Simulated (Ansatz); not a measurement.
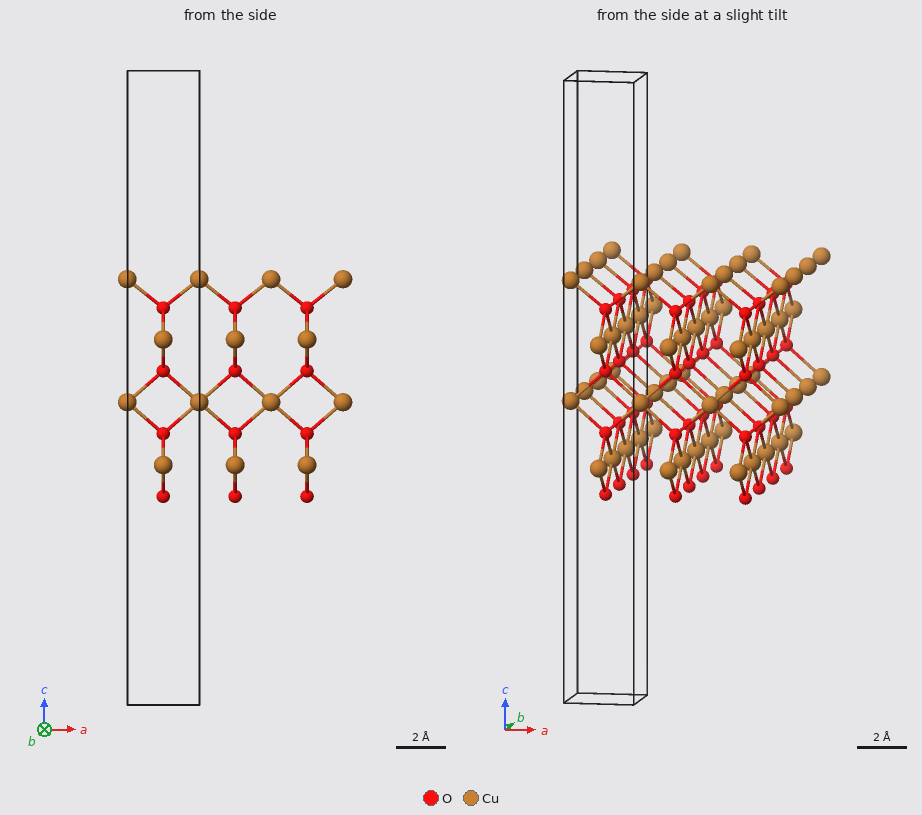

A ball-and-stick picture of a periodic slab, seen from the side and from the side at a slight tilt. The surface normal points up in side views; the box is the simulation cell. 3×4 cells are drawn in the plane, with atoms at the edges repeated.

The cell holds 4 Cu, 4 O. The slab was cut from bulk CuO (Cccm).

Which elements lie outermost on each side?

Answer. The top face ends in Cu, the bottom face in O. The faces differ, so the slab can carry a dipole.

How far does the slab extend along the normal?

Answer. About 9 Å from the lowest to the highest atom, with about 17 Å of vacuum to the next image.

Name the atomic layers in order from the top face down.

Answer. Eight planes: Cu / O / Cu / O / Cu / O / Cu / O.

Which crystal face is exposed?

Answer. (0 0 1).

The numbers come from DFT PBE, scalar-relativistic, plane waves, PAW (Ansatz), using plane-wave cutoff 420 eV, Brillouin-zone sampling on a 10×10×1 mesh, Gaussian smearing of 0.1 eV, no spin polarisation.

Work functions?

Answer. 4.50 eV at the top and 8.48 eV at the bottom.

Provenance: a structure listed in the Materials Project, from which a slab was cut. The atoms were relaxed in a fixed cell with Ansatz, DFT PBE, scalar-relativistic, plane waves, PAW, but for four held in place.

At this level of theory the run's own cell isn't at rest (forces up to 2.2 eV/Å), so its distances can differ from those at equilibrium, the more so the softer the solid.
